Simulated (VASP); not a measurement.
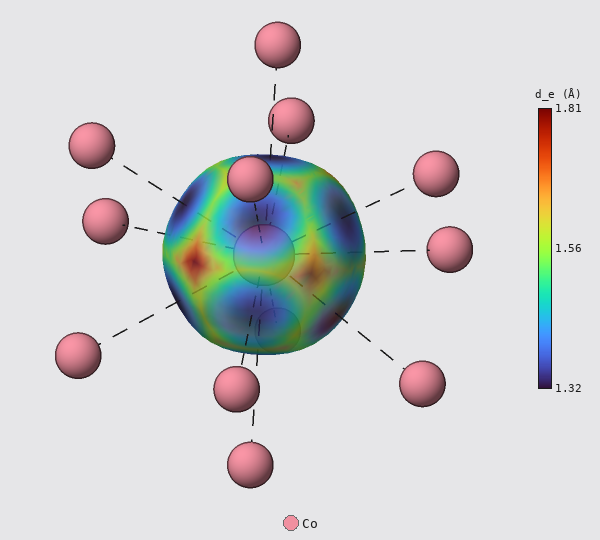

Hirshfeld surface computed for one Co atom in Co in space group P6_3/mmc, coloured by d_e. Dashed lines lead to the closest neighbours outside.

The surface is where the fragment's share of the procrystal density (the sum of the densities of spherically averaged neutral Hartree-Fock atoms) equals one half. d_i and d_e are the distances from the surface to the nearest nucleus inside and outside.

The cell is taken from a cell listed in the Materials Project, as set up for an electronic-structure calculation.

```
Co
1.0
     2.47200    0.00000    0.00000
    -1.23600    2.14081    0.00000
     0.00000    0.00000    4.02114
Co
2
Direct
  0.66667 0.33333 0.75000
  0.33333 0.66667 0.25000
```

What is the shortest distance from the fragment to an atom outside it?

Answer. Co–Co, 2.47 Å.

How is the surface shared among contacts (nearest atom inside ··· nearest atom outside)?

Answer. Co···Co 100 %. The surface faces 12 neighbours with more than 2 % of its area each: 12 Co.

Give the size and shape of the surface.

Answer. It encloses about 6.9 Å³, has an area of about 18 Å² and a globularity of 1.00 (1 for a sphere).
